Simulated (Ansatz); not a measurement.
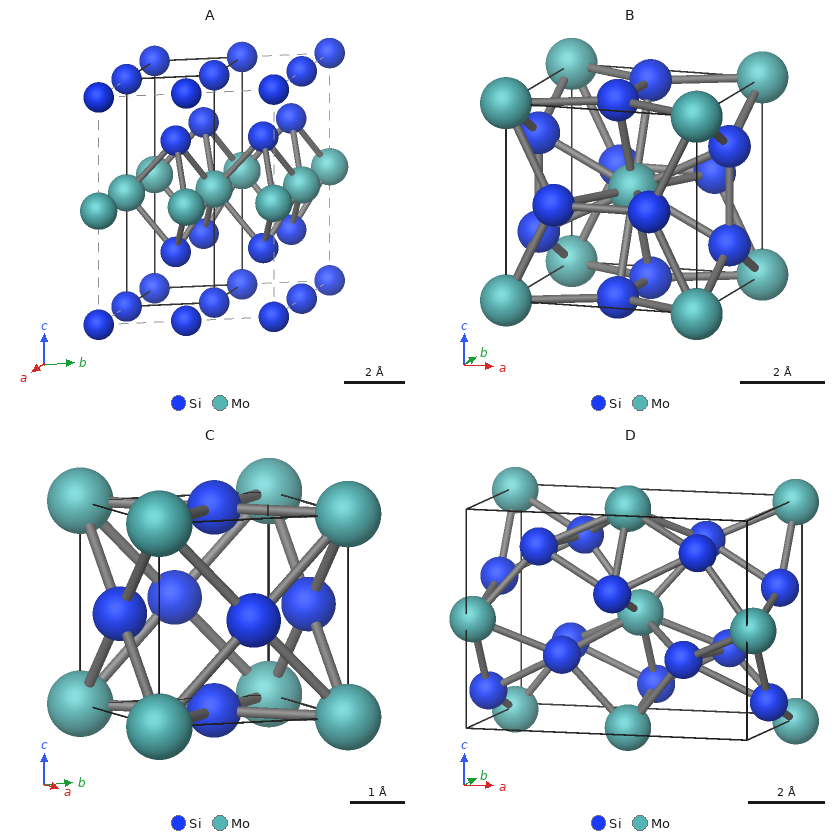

Four structures of Si3Mo, each relaxed to rest (conventional cells in solid outline, small ones repeated, each panel with its own scale). Method: Ansatz 0.2.0, DFT PBE, scalar-relativistic, plane waves, PAW, without spin polarisation.

Name the structure in each panel.

Answer. A: 4 atoms a cell on a primitive hexagonal lattice, P-6m2; B: Cr₃Si (A15) type, Pm-3n; C: Cu₃Au (L1₂) type, Pm-3m; D: 16 atoms a cell on a base-centred orthorhombic lattice, Cmc2_1.

Rank them by energy, lowest first.

Answer. D, then B (+92 meV/atom), A (+283 meV/atom) and C (+429 meV/atom), energies at zero smearing.

Collect the results in a table.

Answer.
| panel | structure | E − E(lowest) (meV/atom) | volume (Å³/atom) | gap (eV) |
| --- | --- | --- | --- | --- |
| D | Cmc2_1 | 0 | 14.4 | metal |
| B | Pm-3n | 92 | 13.9 | metal |
| A | P-6m2 | 283 | 14.9 | metal |
| C | Pm-3m | 429 | 13.9 | metal |

Some of these may be structure types tried for this composition rather than known phases, and the most stable form need not be among them. Gaps are taken on the k-mesh or band path of each run.
